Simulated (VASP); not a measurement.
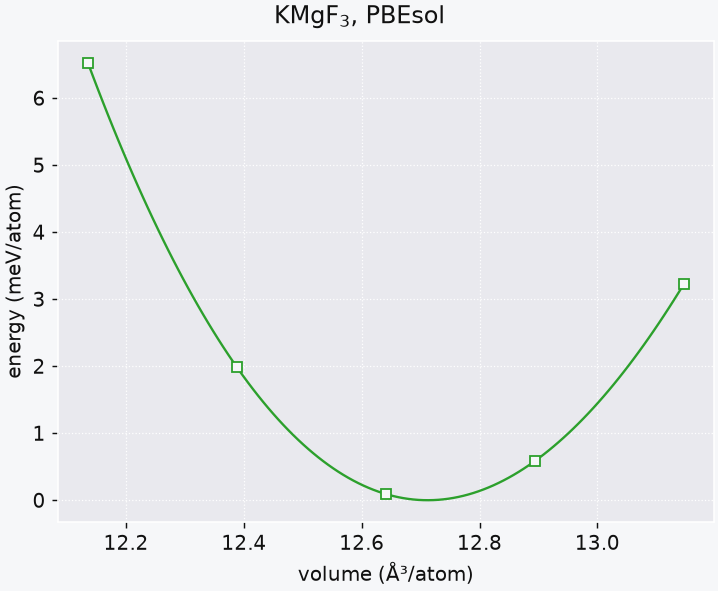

The figure shows the energy against volume for KMgF₃, space group Pm-3m (No. 221).

Starting cell:
```
K Mg F
1.0
     3.98337    0.00000    0.00000
     0.00000    3.98337    0.00000
     0.00000    0.00000    3.98337
K Mg F
1 1 3
Direct
  0.50000 0.50000 0.50000
  0.00000 0.00000 0.00000
  0.00000 0.00000 0.50000
  0.00000 0.50000 0.00000
  0.50000 0.00000 0.00000
```

How it was computed, with VASP 6.6.1: plane-wave DFT, no spin polarisation; energies at scaled volumes of the given cell, shape and fractions fixed, counted from the fit's minimum, third-order Birch-Murnaghan fit. Level: PBEsol.

k mesh 6×6×6; occupations Gaussian; smearing width 0.02 eV; potentials VASP PAW PBE potentials, recommended; wave cutoff 520 eV.

From this curve and the settings, what does the calculation give for the pressure at the same points?

The pressure falls from 3.41 GPa at volume 12.14 Å³/atom to −2.62 GPa at 13.15 Å³/atom, and changes sign near 12.65 Å³/atom.

| volume (Å³/atom) | pressure (GPa) |
| --- | --- |
| 12.14 | 3.41 |
| 12.39 | 1.65 |
| 12.64 | 0.06 |
| 12.89 | −1.35 |
| 13.15 | −2.62 |
